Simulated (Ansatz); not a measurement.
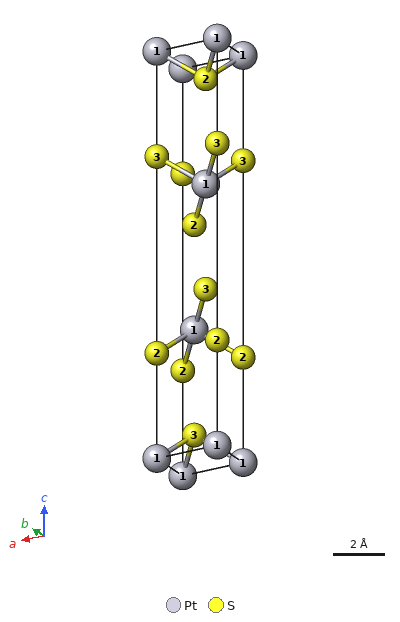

Figure 1. The structure as given in the input (ball-and-stick view of the cell 3 times as large as that of the calculation, set on its symmetry axes, seen at an oblique angle; atoms are numbered from 1 in the order of the input). Near neighbours in the crystal (not all of them lie inside the picture): Pt has 6 S at 2.39 Å; S has 3 Pt at 2.39 Å.

Single-point calculation of PtS2

PtS2 (R-3m, 3 atoms in the cell), computed with DFT, HSE06, plane waves, PAW, no spin polarisation (Ansatz 0.2.0).

The structure was built on a prototype by a generator. The geometry comes from this level: r2scan-rvv10. Figures and captions count atoms from 1; the log counts them from 0 in places.

**The input**
```yaml
crystal:
  lattice:
    - [1.7644429028, 1.0187015849, 5.5230462124]
    - [-1.7644429028, 1.0187015849, 5.5230462124]
    - [0.0, -2.0374031698, 5.5230462124]
  atoms:
    - { symbol: Pt, position: [0.0, 0.0, 0.0] }
    - { symbol: S, position: [0.258304787, 0.258304787, 0.258304787] }
    - { symbol: S, position: [0.741695213, 0.741695213, 0.741695213] }
kpoints:
  mp_grid: { grid: [6, 6, 6] }
  band_path:
    path:
      - [0.0, 0.0, 0.0]
      - [0.5, 0.5, 0.5]
      - [0.8106532132, 0.1893467868, 0.5]
      - [0.5, -0.1893467868, 0.1893467868]
      - [0.5, 0.0, 0.0]
      - [0.3446733934, -0.3446733934, 0.0]
      - [0.6553266066, 0.0, 0.3446733934]
      - [0.5, 0.0, 0.5]
      - [0.192708, 0.192708, 0.367188]
      - [0.0, 0.242188, -0.242188]
      - [0.25, 0.25, -0.5]
    npoints: 1
hamiltonian:
  xc: hse06
scf:
  occupations: { method: fixed }
  n_extra_bands: 4
output:
  forces: true
  stress: true
  eigenvalues: true
```

Launched with:
```bash
ansatz run input.yaml --threads 4 --pin off --max-ram 5529MiB --backend cpu --events-out ev --progress --plain --runs-dir out
```

**Output**
```
Warning: output.stress: scf.convergence.dr2_threshold = 1e-7 eV (the SCF's general default) is looser than the 3e-10 eV advised for a printed stress (1e-10 eV for each atom of the cell: 3). What an SCF threshold leaves in a stress goes as its square root, and in the free energy as the threshold itself, and one threshold admits the most on a small cell: of the crystals measured, under no hybrid functional and no lock of the moments, on runs that ended without the residual-converged pass, on stresses that held no estimate of that error, the worst erred by over 100 MPa in a component at 1e-7 eV an atom and by under 5 at 1e-10. Set scf.convergence.dr2_threshold to 3e-10 eV or tighter. The threshold is an SCF's pass mark: one that does not reach it within its budget of iterations ends unconverged, or closes short of it on a stop that the run arms, and scf.convergence.dr2_threshold's page says what that costs each kind of run
Warning: output.stress: scf.exx.energy_threshold = 1e-6 eV is looser than the 3e-8 eV advised for a stress under a hybrid functional (1e-8 eV for each atom of the cell: 3). Every SCF of the exchange loop can meet its threshold on dr2 while the loop round them stops early: no threshold on dr2 bounds what that leaves in the stress. Set scf.exx.energy_threshold to 3e-8 eV or tighter. The threshold is the loop's pass mark: a loop that does not reach it within its budget of cycles ends unconverged, and scf.exx.energy_threshold's page has the law
basis.fft_grid_basis auto: the FFT boxes are laid along the combinations [[1, 0, -1], [0, 1, -1], [0, 0, 1]] of the cell's own vectors, 3.529, 3.529 and 5.887 Å long. The dense box has 24×24×40 points. Along the cell's own vectors, as sized, it would have 40×40×40, 2.78 times as many. Of the 12 symmetry operations that the crystal satisfies within crystal.symmetry.tolerance (time reversal apart; of a slab, those that keep its plane) the dense box along the cell's own vectors carries 12, and the one as laid loses 8 of those. basis.fft_grid_basis: typed keeps the cell's own vectors: state it where this run's energies or levels are differenced outside the engine with another run's, or held beside a run that keeps those vectors.
scf.n_extra_bands = 4 over 15 filled bands (N_el = 30.0): the run solves 19 bands
Engine: ansatz 0.2.0, aarch64-unknown-linux-gnu
Pseudopotentials: kind: paw
Pseudopotential: Pt, paw, valence charge 18, recommended cutoff 420 eV (normal), Pt.paw.azcp
Pseudopotential: S, paw, valence charge 6, recommended cutoff 420 eV (normal), S.paw.azcp
Functional definition: HSE06
  parameter a = 0.25
  parameter omega = 0.11/bohr
  exchange = pbe_x - a*pbe_x_sr(omega) + a*exact_x_sr(omega)
  correlation = pbe_c
davidson cushion auto → on  (no smearing: the cushion is to keep the highest requested band from converging to the state above it; pin scf.eigensolver.cushion to override)
Crystal: 3 atoms, lattice volume = 59.564 Å³
Basis set: ecut = 420 eV, 1171 PW (Γ), FFT grids on a1−a3, a2−a3, a3, exchange–correlation on 48×48×80 points (8 copies of the dense FFT grid, shifted against one another)
Bands: 19, of which v1, the nominal top of the filled ones, is band 15 counted from 1 (14 counted from 0)
Symmetry: 12 space group operations
Space group: R-3m (ITA 166), of the structure as read, at distance tolerance 3.9e-5 Å
k-points: 32 of 216
Non-local potential: Pt, projectors of the file, l = 0: 3, l = 1: 2, l = 2: 2, l = 3: 1
Non-local potential: S, projectors of the file, l = 0: 2, l = 1: 2, l = 2: 2
PAW form: soft (Blöchl's): semilocal exchange-correlation on the pseudo side does not see the compensation charge
PAW frozen core: Pt, regenerated for the run's functional, and the local potential with it (the file was generated under x = pbe(κ = 0.804, μ = 0.2195149727645171), c = pbe(β = 0.06672455060314922))
PAW frozen core: S, regenerated for the run's functional, and the local potential with it (the file was generated under x = pbe(κ = 0.804, μ = 0.2195149727645171), c = pbe(β = 0.06672455060314922))
PAW one-centre angular grid: Pt, 590 points (default); XC on 64 Gauss nodes
PAW one-centre angular grid: S, 110 points (default); XC on 64 Gauss nodes
Initial density: superposition of atomic densities (neutral atoms: chi_scale 0, normalization atom), corrected by the library's trained network
Initial wavefunctions: pseudopotential atomic-orbital guess
Functional: x = pbe(κ = 0.804, μ = 0.2195149727645171), c = pbe(β = 0.06672455060314922), warm-up for x = pbe(κ = 0.804, μ = 0.2195149727645171) + 0.25 (exact − pbe) at short range (hse, ω = 0.20786987370883472 Å⁻¹), c = pbe(β = 0.06672455060314922); HSE06 as pw.x's `hse` composes it (authors' and Libxc's form: `xc: wpbeh`)
SCF iter   1: F=—  HF=-14328.203542 eV  |F-HF|=—  |Δ(HF+E_count)|=         —  Δρ=4.11e-3  dr2=7.65e-3  ethr=1.77e-3  ⟨swp⟩=8.4  Hψ=2740  notcnv=0
preconditioner: auto → none  [insulator: Δε(μ)=1.334 eV  Ē_g=9.582 eV  n_scr=16 (ndim 8)  ℏωp=22.6 eV  f_vac=0.052]
SCF iter   2: F=—  HF=-14328.203582 eV  |F-HF|=—  |Δ(HF+E_count)|=   3.99e-5  Δρ=2.08e-3  dr2=3.91e-3  ethr=2.55e-5  ⟨swp⟩=4.0  Hψ=1929  notcnv=0  defer=2
SCF iter   3: F=—  HF=-14328.203199 eV  |F-HF|=—  |Δ(HF+E_count)|=   3.83e-4  Δρ=1.40e-3  dr2=1.11e-3  ethr=1.30e-5  ⟨swp⟩=3.0  Hψ=1590  notcnv=0
iter 4 solved again at ethr=3.64e-7 eV; its pass at ethr=3.71e-6 eV (dr2=1.09e-4 eV) is discarded
SCF iter   4: F=-14328.203211 eV  HF=-14328.203166 eV  |F-HF|=4.48e-5  |Δ(HF+E_count)|=   3.30e-5  Δρ=6.34e-4  dr2=1.09e-4  ethr=3.64e-7  ⟨swp⟩=2.2  Hψ=2745  notcnv=0
SCF 1 stopped early in 4 iterations: F = -14328.203211 eV  dr2 = 1.09e-4
  greatest PAW one-centre occupation: 1.000 electrons in one spin orbital (limit 2), on the Pt atom at site 0 (counted from 0), in its partial waves of l = 0
Initial density: handed on by an earlier stage of this run
Initial wavefunctions: those handed on with the density
Functional: x = pbe(κ = 0.804, μ = 0.2195149727645171) + 0.25 (exact − pbe) at short range (hse, ω = 0.20786987370883472 Å⁻¹), c = pbe(β = 0.06672455060314922); HSE06 as pw.x's `hse` composes it (authors' and Libxc's form: `xc: wpbeh`)
Exchange kernel: α = 0.2500, screened, ω = 0.2079 Å⁻¹, Wigner–Seitz truncation, v(0) = 1046.1325 eV·Å³, q-mesh 6×6×6, nearest image of the exchange supercell L = 21.17 Å, pair-density grid 24×24×40, without the augmentation charges, whose exchange is taken in its separable form by FFT convolution over the k-point mesh (the finest that the files' search goes to), smooth part of the exact exchange by density-matrix convolution
Frozen-core exchange: fock
SCF iter   1: F=—  HF=-14331.491741 eV  |F-HF|=—  |Δ(HF+E_count)|=         —  Δρ=7.39e-3  dr2=1.40e-2  ethr=3.63e-6  ⟨swp⟩=6.8  Hψ=2941  notcnv=0
preconditioner: auto → none  [insulator: Δε(μ)=2.023 eV  Ē_g=11.159 eV  n_scr=16 (ndim 8)  ℏωp=22.6 eV  f_vac=0.054]
SCF iter   2: F=—  HF=-14331.488096 eV  |F-HF|=—  |Δ(HF+E_count)|=   3.64e-3  Δρ=4.29e-3  dr2=7.03e-3  ethr=3.63e-6  ⟨swp⟩=4.0  Hψ=1992  notcnv=0
SCF iter   3: F=—  HF=-14331.487650 eV  |F-HF|=—  |Δ(HF+E_count)|=   4.47e-4  Δρ=2.14e-3  dr2=4.97e-3  ethr=3.63e-6  ⟨swp⟩=4.0  Hψ=2036  notcnv=0
SCF iter   4: F=—  HF=-14331.486771 eV  |F-HF|=—  |Δ(HF+E_count)|=   8.78e-4  Δρ=5.43e-4  dr2=1.61e-3  ethr=3.63e-6  ⟨swp⟩=3.3  Hψ=1720  notcnv=0
SCF iter   5: F=—  HF=-14331.500587 eV  |F-HF|=—  |Δ(HF+E_count)|=   1.38e-2  Δρ=1.43e-3  dr2=4.02e-4  ethr=1.74e-7  ⟨swp⟩=5.0  Hψ=2580  notcnv=0
SCF iter   6: F=—  HF=-14331.500481 eV  |F-HF|=—  |Δ(HF+E_count)|=   1.07e-4  Δρ=2.30e-4  dr2=8.79e-5  ethr=1.74e-7  ⟨swp⟩=3.1  Hψ=1767  notcnv=0
SCF iter   7: F=—  HF=-14331.500967 eV  |F-HF|=—  |Δ(HF+E_count)|=   4.87e-4  Δρ=3.16e-4  dr2=2.54e-5  ethr=2.67e-8  ⟨swp⟩=4.7  Hψ=2372  notcnv=0
SCF iter   8: F=-14331.500961 eV  HF=-14331.500961 eV  |F-HF|=9.81e-8  |Δ(HF+E_count)|=   6.60e-6  Δρ=2.81e-5  dr2=3.35e-6  ethr=2.67e-8  ⟨swp⟩=3.0  Hψ=1672  notcnv=0
SCF 2 stopped early in 8 iterations: F = -14331.500961 eV  dr2 = 3.35e-6
  Residual-converged pass: ⟨swp⟩=4.0  Hψ=1702  notcnv=0  max |occ|·‖R‖ = 6.5e-6 eV (tolerance 6.7e-6 eV)  dr2=3.34e-6  dr2_onsite=7.25e-8  max |Δocc| = 0.0e0
hybrid outer 1: dexx = +1.710e-2 eV, tail = 4.61e-5 eV
Exchange kernel: α = 0.2500, screened, ω = 0.2079 Å⁻¹, Wigner–Seitz truncation, v(0) = 1046.1325 eV·Å³, q-mesh 6×6×6, nearest image of the exchange supercell L = 21.17 Å, pair-density grid 24×24×40, without the augmentation charges, whose exchange is taken in its separable form by FFT convolution over the k-point mesh (the finest that the files' search goes to), smooth part of the exact exchange by density-matrix convolution
Frozen-core exchange: fock
SCF iter   1: F=—  HF=-14331.500938 eV  |F-HF|=—  |Δ(HF+E_count)|=         —  Δρ=1.07e-4  dr2=2.81e-6  ethr=7.68e-7  ⟨swp⟩=3.1  Hψ=1544  notcnv=0
preconditioner: auto → none  [insulator: Δε(μ)=2.094 eV  Ē_g=11.185 eV  n_scr=16 (ndim 8)  ℏωp=22.6 eV  f_vac=0.056]
SCF iter   2: F=—  HF=-14331.500938 eV  |F-HF|=—  |Δ(HF+E_count)|=   4.62e-7  Δρ=2.33e-5  dr2=2.01e-7  ethr=6.57e-9  ⟨swp⟩=3.4  Hψ=1651  notcnv=0  defer=1
SCF iter   3: F=—  HF=-14331.500939 eV  |F-HF|=—  |Δ(HF+E_count)|=   9.20e-7  Δρ=9.65e-6  dr2=5.29e-8  ethr=1.63e-10  ⟨swp⟩=4.7  Hψ=2134  notcnv=0  defer=5
SCF iter   4: F=—  HF=-14331.500939 eV  |F-HF|=—  |Δ(HF+E_count)|=   1.22e-8  Δρ=6.81e-7  dr2=4.12e-9  ethr=1.51e-10  ⟨swp⟩=2.4  Hψ=1362  notcnv=0
SCF iter   5: F=—  HF=-14331.500939 eV  |F-HF|=—  |Δ(HF+E_count)|=   3.08e-8  Δρ=2.41e-6  dr2=2.95e-9  ethr=1.60e-12 (applied; sched 1.00e-12)  ⟨swp⟩=5.8  Hψ=2415  notcnv=0
SCF iter   6: F=-14331.500939 eV  HF=-14331.500939 eV  |F-HF|=3.04e-10  |Δ(HF+E_count)|=   1.12e-9  Δρ=7.68e-7  dr2=3.55e-10  ethr=1.45e-12 (applied; sched 1.00e-12)  ⟨swp⟩=5.4  Hψ=2029  notcnv=0
SCF 3 converged in 6 iterations: F = -14331.500939 eV  dr2 = 3.55e-10
  Residual-converged pass: ⟨swp⟩=2.3  Hψ=1149  notcnv=0  max |occ|·‖R‖ = 5.4e-7 eV (tolerance 5.4e-7 eV)  dr2=3.55e-10  dr2_onsite=1.13e-11  max |Δocc| = 0.0e0
```

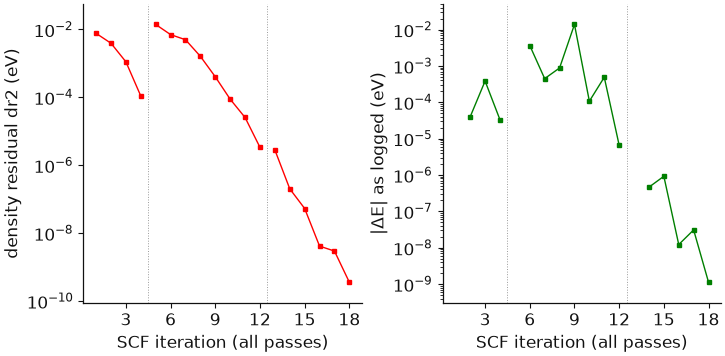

Figure 2. Convergence of the self-consistent field: density residual dr2 and size of the energy change against the SCF iteration. The run starts with a semilocal functional; after that each stretch between dotted lines is one SCF of the hybrid functional between two exact rebuilds of the exchange operator by the outer loop. Early passes are stopped at a loose threshold. The passes take 4, 8 and 6 iterations.

```
hybrid outer 2: dexx = +1.352e-6 eV, tail = 3.47e-8 eV, Δε = 2.17e-3 eV (about 5.88e-5 eV left of the loop's levels), ΔF = 1.32e-3 eV/Å (tail 5.03e-4)
NSCF: frozen V_eff on 11 k-points
hybrid SCF converged: 2 outer / 14 inner (+4 warm-up), last move |dexx| = 1.35e-6 eV, tail = 3.47e-8 eV
Stability not checked: this state was not tested for a lower state beside it, because the functional holds exact exchange (a hybrid, or Hartree-Fock), whose exchange loop this test does not read (fock_operator; see scf.lower_state_search)
Free energy (F): -14331.500939 eV
Frozen-core exchange: fock
Harris-Foulkes:  -14331.500939 eV  (|F-HF|=3.04e-10)
Internal energy: -14331.500939 eV  (E = F + TS)
E sigma→0 (E₀):  -14331.500939 eV
Fermi energy:    8.670631 eV
--- Per-component energies (eV) ---
  E_band       = -412.062904
  E_kinetic    = 848.962179
  E_local      = -3423.026155  (includes V_loc(G=0)·N_el)
  E_nonlocal   = 256.001156
  E_hartree    = 1369.361170
  E_xc         = -364.139958
  E_vxc        = -379.738421  (∫ρ·V_xc dr)
  E_exx        = -86.170162  (= α·E_x^exact, valence–valence)
  E_paw        = -10661.771062  (= ΣΔE_a)
  E_vpaw       = -280.645275  (= ΣTr[D̂ρ^β])
  E_aug_tail   = 0.000194  (compensation charges beyond the density's cutoff)
  E_ewald      = -2268.503811
  E_core_change = -2.214490  (= ΣΔE_core)
  E_smearing   = -0.000000  (= −TS)
  E_closure    = 0.000000  (closes the sum)
  Σ components = -14331.500939   (vs F -14331.500939, Δ=0.00e0)
--- Forces (eV/Å), atoms counted from 1 ---
  atom   1  Pt    -0.00000000     0.00000000     0.00000000
  atom   2  S      0.00000000    -0.00000000     0.38971790
  atom   3  S      0.00000000     0.00000000    -0.38971790
  max |Σ_I F_I| component: 1.11e-16 eV/Å
--- Stress (GPa, compression-positive) ---
       -1.121625       0.000000       0.000000
        0.000000      -1.121625       0.000000
        0.000000       0.000000      -0.353517
  P = ⅓ Tr σ = -0.8656 GPa (-8.656 kbar)
--- Band table (eV; the first three rows and the last of 32) ---
  k-point 0: bands = ["-94.6663", "-47.5599", "-47.5599", "-47.4782", "-7.4284", "-4.6715", "1.6306", "2.0187", "2.0187", "4.5795", "4.5795", "6.6573", "8.1005", "8.1005", "8.6706", "12.2499", "12.2499", "15.0021", "15.4315"]
  k-point 1: bands = ["-94.6662", "-47.5654", "-47.5610", "-47.4768", "-7.0427", "-4.8047", "1.9278", "2.2351", "2.2591", "4.1214", "4.3583", "6.0825", "7.6946", "8.0895", "8.6281", "11.0964", "11.8672", "16.0050", "16.7161"]
  k-point 2: bands = ["-94.6661", "-47.5764", "-47.5632", "-47.4740", "-6.1223", "-5.0309", "1.8511", "2.5999", "3.0248", "3.3846", "4.4733", "5.5541", "6.5707", "7.2838", "7.6044", "11.1645", "11.7628", "15.5531", "17.3601"]
  k-point 31: bands = ["-94.6663", "-47.5600", "-47.5600", "-47.4782", "-7.2310", "-5.1207", "2.0362", "2.0362", "2.5266", "4.5876", "4.5876", "6.5582", "7.3910", "7.9435", "7.9435", "12.4042", "12.4042", "15.4220", "17.1619"]
```

**File bands.tsv**
```
# k_distance	band_0	band_1	band_2	band_3	band_4	band_5	band_6	band_7	band_8	band_9	band_10	band_11	band_12	band_13	band_14	band_15	band_16	band_17	band_18
# fermi_ev = 8.670631
# lock_threshold_ev = 1e-6
# [0, 0, 0] at k_distance = 0.000000
# [0.5, 0.5, 0.5] at k_distance = 0.568815
# [0.8106532132, 0.1893467868, 0.5] at k_distance = 1.675052
# [0.5, -0.1893467868, 0.1893467868] at k_distance = 2.079241
# [0.5, 0, 0] at k_distance = 2.753505
# [0.3446733934, -0.3446733934, 0] at k_distance = 3.396771
# [0.6553266066, 0, 0.3446733934] at k_distance = 3.782377
# [0.5, 0, 0.5] at k_distance = 4.335496
# [0.192708, 0.192708, 0.367188] at k_distance = 5.244041
# [0, 0.242188, -0.242188] at k_distance = 6.464602
# [0.25, 0.25, -0.5] at k_distance = 7.369083
# levels_relative_to = fermi_ev
# free_energy_ev = -14331.500939
# largest_residual_norms_ev = 2.623e-4 7.852e-4 7.429e-4 7.710e-4 2.801e-4 3.028e-4 1.286e-3 1.657e-3 1.155e-3 2.060e-3 2.082e-3 1.568e-3 1.869e-3 1.252e-3 1.405e-3 1.539e-3 1.670e-3 1.890e-3 1.965e-3
0.000000	-103.336943	-56.230547	-56.230547	-56.148880	-16.099006	-13.342135	-7.040032	-6.651943	-6.651943	-4.091172	-4.091172	-2.013317	-0.570091	-0.570091	0.000000	3.579273	3.579273	6.331430	6.760881
0.568815	-103.336938	-56.230587	-56.230587	-56.148811	-15.901583	-13.791315	-6.634386	-6.634386	-6.144043	-4.083069	-4.083069	-2.112418	-1.279641	-0.727084	-0.727084	3.733568	3.733568	6.751380	8.491253
1.675052	-103.336557	-56.246819	-56.243704	-56.142622	-13.889348	-13.858445	-6.628268	-6.416210	-6.032582	-4.614041	-4.387513	-3.701549	-2.899592	-1.698538	-1.352551	2.406122	2.774803	7.688598	8.533622
2.079241	-103.336557	-56.246819	-56.243704	-56.142622	-13.889348	-13.858445	-6.628268	-6.416210	-6.032582	-4.614041	-4.387513	-3.701549	-2.899592	-1.698538	-1.352551	2.406122	2.774803	7.688598	8.533621
2.753505	-103.336604	-56.252587	-56.234912	-56.143176	-14.277257	-13.711593	-7.531414	-6.047550	-5.506634	-4.460928	-3.391916	-3.200084	-2.546237	-2.494846	-2.377140	2.995882	3.210937	7.114858	7.468844
3.396771	-103.336558	-56.246174	-56.244516	-56.142582	-13.870963	-13.863950	-6.595607	-6.266218	-6.225415	-4.551153	-4.393933	-3.733969	-2.958240	-1.551736	-1.510940	2.356356	2.770212	7.625469	9.180011
3.782377	-103.336558	-56.246174	-56.244516	-56.142582	-13.870963	-13.863950	-6.595607	-6.266218	-6.225415	-4.551153	-4.393933	-3.733969	-2.958240	-1.551736	-1.510940	2.356356	2.770212	7.625469	9.180011
4.335496	-103.336599	-56.252554	-56.234909	-56.143288	-14.177714	-13.799637	-7.756789	-5.987392	-4.997658	-4.993282	-3.390798	-3.213782	-2.700758	-2.680634	-1.725917	3.694355	3.796710	5.416698	6.981319
5.244041	-103.336846	-56.236529	-56.231736	-56.147354	-15.595104	-13.644680	-6.800783	-6.377228	-6.064644	-4.610452	-4.336377	-2.701736	-1.162273	-0.674722	-0.024262	2.193191	3.319516	7.653164	8.257544
6.464602	-103.336614	-56.247974	-56.238786	-56.143362	-14.275137	-13.808181	-6.688546	-6.252459	-5.402992	-5.164169	-4.422519	-3.207007	-2.769500	-2.222459	-0.849325	1.768397	3.484425	7.844233	9.455533
7.369083	-103.336769	-56.241579	-56.232727	-56.146100	-15.163102	-13.776975	-6.822563	-6.176243	-5.568303	-5.210762	-4.397830	-3.091040	-1.239996	-0.962826	-0.261821	1.827961	3.270680	7.340503	8.848814
```

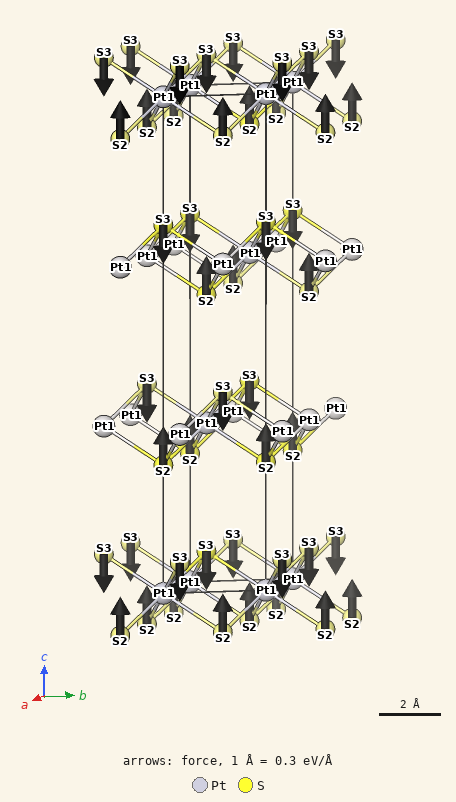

Figure 3. Forces on the atoms as black arrows (ball-and-stick view of the cell 3 times as large as that of the calculation, set on its symmetry axes, seen slightly off an axis; neighbours outside the cell are drawn fainter; atoms are numbered from 1 in the order of the input). The largest act on S2, S3 (0.39 eV/Å). The geometry is not a stationary point of this energy.

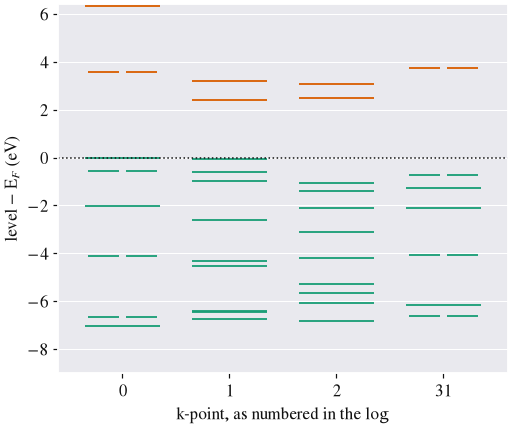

Figure 4. Kohn–Sham levels near the Fermi level (dotted) at the few k-points that the log prints; levels within 0.02 eV of each other stand side by side. Among these points the highest filled and lowest empty levels are 2.43 eV apart; the gap on the full mesh, 2.09 eV, has an edge at a point that isn't printed.

**Results in brief**

| quantity | value |
| --- | --- |
| outcome | converged |
| space group (tolerance 0.01 Å) | R-3m (166) |
| electrons treated | 30 |
| free energy | −14331.5009 eV |
| Fermi energy | 8.671 eV |
| gap on the k-point mesh | 2.09 eV |
| pressure | −0.87 GPa |
| largest force (length of the vector) | 0.390 eV/Å |
| hardware | 4 threads of Arm Neoverse V1, 24 GiB of memory available, shared host |
| wall time | 92 s (CPU time 5.7 min) |
| peak memory | 2 GiB |

Warnings of the run: the exchange loop's threshold is looser than advised for the stress; the SCF threshold is looser than advised for the printed stress. Spin–orbit coupling is left out, which matters for Pt.
